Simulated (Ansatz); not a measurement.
Single-point calculation of AlCu$_{4}$ (part 1 of 2)

- system: AlCu$_{4}$ (P2₁3, 20 atoms in the cell)
- method: DFT r2SCAN, scalar-relativistic, plane waves, PAW, no spin polarisation (Ansatz 0.2.0)

The structure derives from a Materials Project entry. It belongs to a series of runs on one base structure; here: the database's cell and atoms. Figures and captions count atoms from 1; the log counts them from 0 in places.

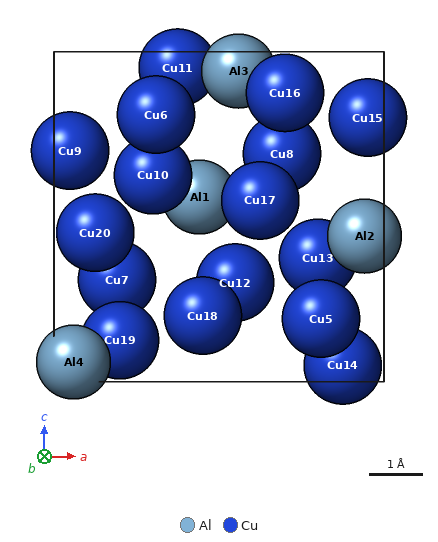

Fig. 1: The input geometry (spheres-only view of the cell of the calculation, along the b axis; atoms are numbered from 1 in the order of the input). An atom can appear more than once, as a periodic image.

Summary:

```json
{"quantity": "outcome", "value": "converged"}
{"quantity": "space group (tolerance 0.01 Å)", "value": "P2₁3 (198)"}
{"quantity": "electrons treated", "value": "316"}
{"quantity": "free energy", "value": "−108263.9699 eV"}
{"quantity": "Fermi energy", "value": "14.978 eV"}
{"quantity": "gap on the k-point mesh", "value": "none (metallic)"}
{"quantity": "pressure", "value": "0.22 GPa"}
{"quantity": "largest force (length of the vector)", "value": "0.074 eV/Å"}
{"quantity": "hardware", "value": "4 threads of Oxide Virtual Turin-like (Zen 5), 32 GiB of memory available, shared host"}
{"quantity": "wall time", "value": "54 s (CPU time 3.4 min)"}
{"quantity": "peak memory", "value": "2.3 GiB"}
```

Input:
```yaml
crystal:
  lattice:
    - [6.24356527, 0.0, 0.0]
    - [0.0, 6.24356527, 0.0]
    - [0.0, 0.0, 6.24356527]
  atoms:
    - { symbol: Al, position: [0.44089041, 0.94089041, 0.55910959] }
    - { symbol: Al, position: [0.94089041, 0.55910959, 0.44089041] }
    - { symbol: Al, position: [0.55910959, 0.44089041, 0.94089041] }
    - { symbol: Al, position: [0.05910959, 0.05910959, 0.05910959] }
    - { symbol: Cu, position: [0.80907878, 0.30907878, 0.19092122] }
    - { symbol: Cu, position: [0.30907878, 0.19092122, 0.80907878] }
    - { symbol: Cu, position: [0.19092122, 0.80907878, 0.30907878] }
    - { symbol: Cu, position: [0.69092122, 0.69092122, 0.69092122] }
    - { symbol: Cu, position: [0.04875566, 0.87489095, 0.69996473] }
    - { symbol: Cu, position: [0.30003527, 0.54875566, 0.62510905] }
    - { symbol: Cu, position: [0.37489095, 0.80003527, 0.95124434] }
    - { symbol: Cu, position: [0.54875566, 0.62510905, 0.30003527] }
    - { symbol: Cu, position: [0.80003527, 0.95124434, 0.37489095] }
    - { symbol: Cu, position: [0.87489095, 0.69996473, 0.04875566] }
    - { symbol: Cu, position: [0.95124434, 0.37489095, 0.80003527] }
    - { symbol: Cu, position: [0.69996473, 0.04875566, 0.87489095] }
    - { symbol: Cu, position: [0.62510905, 0.30003527, 0.54875566] }
    - { symbol: Cu, position: [0.45124434, 0.12510905, 0.19996473] }
    - { symbol: Cu, position: [0.19996473, 0.45124434, 0.12510905] }
    - { symbol: Cu, position: [0.12510905, 0.19996473, 0.45124434] }
basis:
  ecutwfc: 500
kpoints:
  mp_grid: { grid: [6, 6, 6] }
hamiltonian:
  xc: r2scan
scf:
  occupations: { method: gaussian, width: 0.1 }
output:
  forces: true
  stress: true
  eigenvalues: true
  populations: true
```

Command:
```bash
ansatz run input.yaml --threads 4 --pin off --max-ram 10240MiB --backend cpu --events-out ev --progress --plain --runs-dir out
```

Log:
```
Engine: ansatz 0.2.0, x86_64-unknown-linux-gnu
Pseudopotentials: kind: paw
Pseudopotential: Al, paw, valence charge 3, recommended cutoff 500 eV (meta_gga), Al.paw.azcp
Pseudopotential: Cu, paw, valence charge 19, recommended cutoff 500 eV (meta_gga), Cu.paw.azcp
Functional definition: r2SCAN
  parameter k0 = 0.174
  parameter k1 = 0.065
  parameter a1 = 4.9479
  exchange = r2scan_x(k0 = k0, k1 = k1, a1 = a1)
  correlation = r2scan_c
Crystal: 20 atoms, lattice volume = 243.387 Å³
Basis set: ecut = 500 eV, 6187 PW (Γ), exchange–correlation on 192×192×192 points (64 copies of the dense FFT grid, shifted against one another)
Bands: 190, of which v1, the nominal top of the filled ones, is band 158 counted from 1 (157 counted from 0)
Symmetry: 12 space group operations
Space group: P213 (ITA 198), of the structure as read, at distance tolerance 6.2e-5 Å
k-points: 24 of 216 (time reversal used)
Non-local potential: Al, projectors of the file, l = 0: 2, l = 1: 2, l = 2: 1
Non-local potential: Cu, projectors of the file, l = 0: 3, l = 1: 2, l = 2: 3, l = 3: 1
PAW form: soft (Blöchl's): semilocal exchange-correlation on the pseudo side does not see the compensation charge
PAW frozen core: Al, regenerated for the run's functional (the file was generated under x = pbe(κ = 0.804, μ = 0.2195149727645171), c = pbe(β = 0.06672455060314922))
PAW frozen core: Cu, regenerated for the run's functional (the file was generated under x = pbe(κ = 0.804, μ = 0.2195149727645171), c = pbe(β = 0.06672455060314922))
PAW one-centre angular grid: Al, 302 points (default); XC on 160 Gauss nodes
PAW one-centre angular grid: Cu, 590 points (default); XC on 160 Gauss nodes
Initial density: superposition of atomic densities (neutral atoms: chi_scale 0, normalization atom), corrected by the library's trained network
Initial wavefunctions: pseudopotential atomic-orbital guess
Functional: x = r2scan, c = r2scan; τ floored in thin density (d = 2e-4 eV/Å³)
SCF iter   1: F=—  HF=-108264.285559 eV  |F-HF|=—  |Δ(HF+E_count)|=         —  Δρ=3.86e-2  dr2=2.16e0  dr2_τ=4.24e-2  ethr=1.77e-3  ⟨swp⟩=5.0  Hψ=16283  notcnv=0  defer=154
preconditioner: auto → Kerker (q_TF=auto, 2.850 Å⁻¹)  [metal: Δε(μ)=0.053 eV  Ē_g=9.723 eV  σ=0.100 eV  W_gap=0.29  n_scr=92 (ndim 8)  ℏωp=32.6 eV  f_vac=0.000  D(μ)=4.74/eV (n_scr^D=26)]
SCF iter   2: F=—  HF=-108264.155960 eV  |F-HF|=—  |Δ(HF+E_count)|=   1.30e-1  Δρ=1.45e-2  dr2=2.14e-1  dr2_τ=1.99e-2  ethr=6.83e-4  ⟨swp⟩=2.0  Hψ=7499  notcnv=0  defer=604
SCF iter   3: F=—  HF=-108263.998964 eV  |F-HF|=—  |Δ(HF+E_count)|=   1.57e-1  Δρ=8.43e-3  dr2=1.41e-1  dr2_τ=7.17e-4  ethr=6.77e-5  ⟨swp⟩=2.0  Hψ=7819  notcnv=0  defer=604
SCF iter   4: F=—  HF=-108263.967074 eV  |F-HF|=—  |Δ(HF+E_count)|=   3.19e-2  Δρ=2.35e-3  dr2=1.43e-2  dr2_τ=1.86e-4  ethr=4.48e-5  ⟨swp⟩=1.0  Hψ=5261  notcnv=0  defer=604
SCF iter   5: F=—  HF=-108263.968648 eV  |F-HF|=—  |Δ(HF+E_count)|=   1.57e-3  Δρ=2.54e-3  dr2=9.25e-3  dr2_τ=7.36e-5  ethr=4.53e-6  ⟨swp⟩=2.0  Hψ=7417  notcnv=0  defer=604
SCF iter   6: F=—  HF=-108263.969588 eV  |F-HF|=—  |Δ(HF+E_count)|=   9.40e-4  Δρ=5.47e-4  dr2=1.21e-3  dr2_τ=1.01e-5  ethr=2.93e-6  ⟨swp⟩=2.0  Hψ=7739  notcnv=0  defer=604
SCF iter   7: F=—  HF=-108263.969882 eV  |F-HF|=—  |Δ(HF+E_count)|=   2.94e-4  Δρ=3.47e-4  dr2=2.53e-4  dr2_τ=2.17e-6  ethr=3.84e-7  ⟨swp⟩=2.0  Hψ=6204  notcnv=0  defer=604
SCF iter   8: F=—  HF=-108263.970010 eV  |F-HF|=—  |Δ(HF+E_count)|=   1.28e-4  Δρ=7.58e-5  dr2=2.87e-5  dr2_τ=1.79e-7  ethr=8.02e-8  ⟨swp⟩=2.0  Hψ=6210  notcnv=0  defer=604
SCF iter   9: F=—  HF=-108263.969905 eV  |F-HF|=—  |Δ(HF+E_count)|=   1.04e-4  Δρ=4.39e-5  dr2=6.09e-6  dr2_τ=3.38e-8  ethr=9.09e-9  ⟨swp⟩=2.0  Hψ=6206  notcnv=0  defer=604
SCF iter  10: F=—  HF=-108263.969905 eV  |F-HF|=—  |Δ(HF+E_count)|=   1.96e-7  Δρ=8.58e-6  dr2=1.18e-7  dr2_τ=2.00e-9  ethr=1.93e-9  ⟨swp⟩=2.0  Hψ=6207  notcnv=0  defer=604
SCF iter  11: F=-108263.969905 eV  HF=-108263.969905 eV  |F-HF|=1.09e-7  |Δ(HF+E_count)|=   1.86e-8  Δρ=7.51e-6  dr2=9.58e-8  dr2_τ=4.20e-10  ethr=3.16e-11  ⟨swp⟩=8.3  Hψ=19284  notcnv=0
SCF 1 converged in 11 iterations: F = -108263.969905 eV  dr2 = 9.58e-8
  greatest PAW one-centre occupation: 1.000 electrons in one spin orbital (limit 2), on the Cu atom at site 19 (counted from 0), in its partial waves of l = 0
```

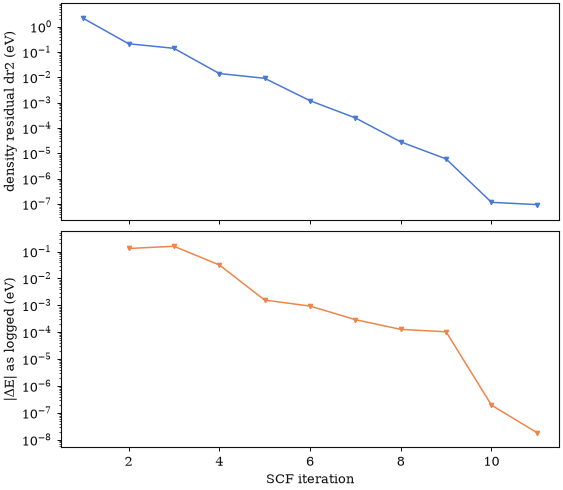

Fig. 2: Convergence of the self-consistent field: density residual dr2 and size of the energy change against the SCF iteration. The residual falls at every step.

```
SCF converged after 11 iterations
Free energy (F): -108263.969905 eV
Harris-Foulkes:  -108263.969905 eV  (|F-HF|=1.09e-7)
Internal energy: -108263.945962 eV  (E = F + TS)
E sigma→0 (E₀):  -108263.957934 eV
Entropy (-TS):   -0.023943 eV (-1.197 meV/atom)
Fermi energy:    14.978098 eV
--- Per-component energies (eV) ---
  E_band       = -6605.139890
  E_kinetic    = 4897.486197
  E_local      = -72496.530481  (includes V_loc(G=0)·N_el)
  E_nonlocal   = 6351.786601
  E_hartree    = 32239.148694
  E_xc         = -1494.686611
  E_vxc        = -2132.082358  (∫ρ·V_xc dr)
  E_paw        = -28733.661088  (= ΣΔE_a)
  E_vpaw       = -7855.003827  (= ΣTr[D̂ρ^β])
  E_aug_tail   = 0.002277  (compensation charges beyond the density's cutoff)
  E_vtau       = 150.907798  (kinetic-family band-sum trace: ∫τ·v_τ [+ j·A + Jᵃ·Aᵃ] dr)
  E_ewald      = -49022.433392
  E_core_change = -5.058160  (= ΣΔE_core)
  E_smearing   = -0.023943  (= −TS)
  E_closure    = -0.000000  (closes the sum)
  Σ components = -108263.969905   (vs F -108263.969905, Δ=0.00e0)
--- Forces (eV/Å), atoms counted from 1 ---
  atom   1  Al    -0.01699009    -0.01699009     0.01699009
  atom   2  Al    -0.01699009     0.01699009    -0.01699009
  atom   3  Al     0.01699009    -0.01699009    -0.01699009
  atom   4  Al     0.01699009     0.01699009     0.01699009
  atom   5  Cu    -0.04248033    -0.04248033     0.04248033
  atom   6  Cu    -0.04248033     0.04248033    -0.04248033
  atom   7  Cu     0.04248033    -0.04248033    -0.04248033
  atom   8  Cu     0.04248033     0.04248033     0.04248033
  atom   9  Cu    -0.05288575     0.00260874     0.02459562
  atom  10  Cu    -0.02459562    -0.05288575    -0.00260874
  atom  11  Cu     0.00260874    -0.02459562     0.05288575
  atom  12  Cu    -0.05288575    -0.00260874    -0.02459562
  atom  13  Cu    -0.02459562     0.05288575     0.00260874
  atom  14  Cu     0.00260874     0.02459562    -0.05288575
  atom  15  Cu     0.05288575     0.00260874    -0.02459562
  atom  16  Cu     0.02459562    -0.05288575     0.00260874
  atom  17  Cu    -0.00260874    -0.02459562    -0.05288575
  atom  18  Cu     0.05288575    -0.00260874     0.02459562
  atom  19  Cu     0.02459562     0.05288575    -0.00260874
  atom  20  Cu    -0.00260874     0.02459562     0.05288575
  max |Σ_I F_I| component: 6.94e-17 eV/Å
--- Stress (GPa, compression-positive) ---
        0.221480       0.000000      -0.000000
        0.000000       0.221480       0.000000
       -0.000000       0.000000       0.221480
  P = ⅓ Tr σ = 0.2215 GPa (2.215 kbar)
--- Band table (eV; the first three rows and the last of 24) ---
  k-point 0: bands = ["-102.0978", "-102.0977", "-102.0977", "-102.0977", "-101.5396", "-101.5360", "-101.5360", "-101.5360", "-101.5354", "-101.5354", "-101.5354", "-101.5333", "-101.5333", "-101.5333", "-101.5326", "-101.5326", "-57.9538", "-57.9538", "-57.9538", "-57.9533", "-57.9533", "-57.9533", "-57.9533", "-57.9533", "-57.8244", "-57.8240", "-57.8240", "-57.8240", "-57.4237", "-57.4237", "-57.4237", "-57.4181", "-57.4174", "-57.4174", "-57.4174", "-57.4156", "-57.4156", "-57.4058", "-57.4058", "-57.4058",
      "-57.3794", "-57.3794", "-57.3794", "-57.3751", "-57.3680", "-57.3680", "-57.3680", "-57.3616", "-57.3616", "-57.3591", "-57.3591", "-57.3591", "-57.3037", "-57.2994", "-57.2994", "-57.2994", "-57.2794", "-57.2794", "-57.2794", "-57.2701", "-57.2701", "-57.2647", "-57.2647", "-57.2647", "4.3174", "7.5231", "7.5231", "7.5231", "8.5031", "8.5031", "8.5031", "9.6979", "9.6979", "9.6979", "10.1512", "10.1512", "10.1512", "10.2366", "10.2388", "10.2388",
      "10.4342", "10.4342", "10.4342", "10.7858", "10.8126", "10.8126", "10.8126", "10.8850", "10.8850", "10.9919", "11.0155", "11.0155", "11.0155", "11.1051", "11.1051", "11.1079", "11.1079", "11.1079", "11.2290", "11.2290", "11.2290", "11.4152", "11.4152", "11.4152", "11.5495", "11.5495", "11.5495", "11.6461", "11.6788", "11.6788", "11.8001", "11.8001", "11.8001", "11.8808", "11.9153", "11.9153", "11.9153", "12.0073", "12.0073", "12.0073",
      "12.0685", "12.0685", "12.0685", "12.2323", "12.2323", "12.3990", "12.3990", "12.3990", "12.4555", "12.4656", "12.4656", "12.4656", "12.4741", "12.4741", "12.5414", "12.5414", "12.5414", "12.6439", "12.6439", "12.6439", "12.7647", "12.7647", "12.7698", "12.7698", "12.7698", "12.9900", "12.9900", "12.9900", "13.0973", "13.0973", "13.0973", "14.0699", "14.2149", "14.2149", "14.2149", "14.5063", "14.5063", "14.5063", "14.6734", "14.6734",
      "15.4455", "15.4455", "15.4455", "18.3774", "18.3774", "18.3774", "18.5240", "18.5752", "18.5752", "18.5752", "19.7367", "22.2706", "22.2706", "22.4529", "22.4529", "22.4529", "22.7014", "24.5455", "24.5455", "24.5455", "24.6318", "24.6318", "25.0284", "25.0284", "25.0284", "25.3408", "25.3408", "25.3408", "25.7775", "25.7932"]
```
